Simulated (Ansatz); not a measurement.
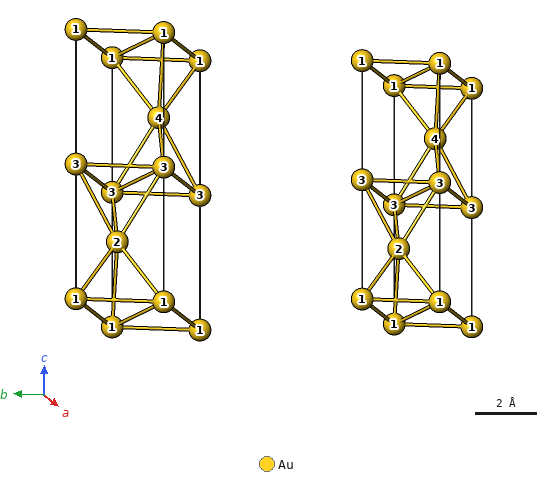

Two geometries of solid Au (a generated structure, set up in P6_3/mmc) (coarse preliminary run), drawn at one scale. One is the start of a relaxation, the other its converged end. The picture is a ball-and-stick view of the cell of the calculation, seen from a free direction.

Computed with DFT r2SCAN, scalar-relativistic, plane waves, PAW (Ansatz). Settings: plane-wave cutoff 500 eV; k-point mesh 12 × 12 × 4; occupations gaussian; smearing width 0.1 eV; no spin polarisation; cell and atoms relaxed; force threshold 0.05 eV/Å; at most 60 steps.

Question: Which geometry has the lower energy?

Answer: The left one is the relaxed one. Case: Cu → Au on all its sites, cell and atoms relaxed. Over 5 accepted moves (6 points after the start) the energy falls by 7.270 eV per cell of the calculation. All forces vanish by symmetry, so only the cell relaxes. The pressure goes from 160.41 to 0.18 GPa. The SCF was repeated once at an unchanged geometry on a basis and grid sized afresh for the cell, which shifted the energy by 21.7 meV per cell of the calculation at most. No atom moves by more than 0.005 Å relative to the cell. The drawn cell changes as follows: a = b 2.581 → 2.918 Å (+13.1 %), c 8.432 → 9.522 Å (+12.9 %); the volume changes by +44.4 %. Some distances before and after: Au1–Au1 2.581 → 2.918 Å. The space group stays P6_3/mmc (No. 194). Cost: 3.4 min on 1 thread of Intel(R) Xeon(R) Processor @ 2.50GHz (Skylake/Cascade Lake), with other jobs on the host, peak memory 0.64 GiB.
